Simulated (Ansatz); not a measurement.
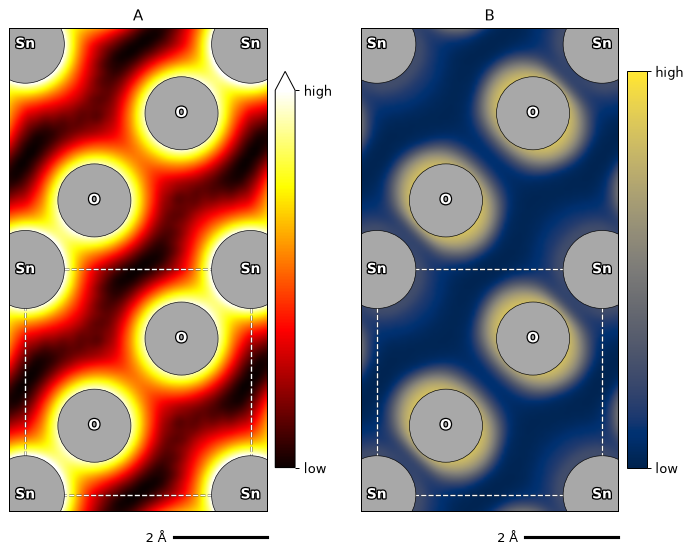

SnO₂: 2 fields on the (001) plane of the conventional cell, with unlabelled colour scales. Grey discs cover the atomic cores.

Space group P4₂/mnm.

Computed with DFT PBE, scalar-relativistic, plane waves, PAW (Ansatz).

**Match the panels to the quantities (electron localisation function and valence pseudo-density).**

Panel A: valence pseudo-density. Panel B: electron localisation function. From the grid: Sn–O (2.09 Å): the density is about 0.61 e/Å³ at the midpoint; the ELF peaks at about 0.80 in the valence shell of O, 0.6 Å from its nucleus, and is about 0.25 at the midpoint: no shared electron pair shows on this line.
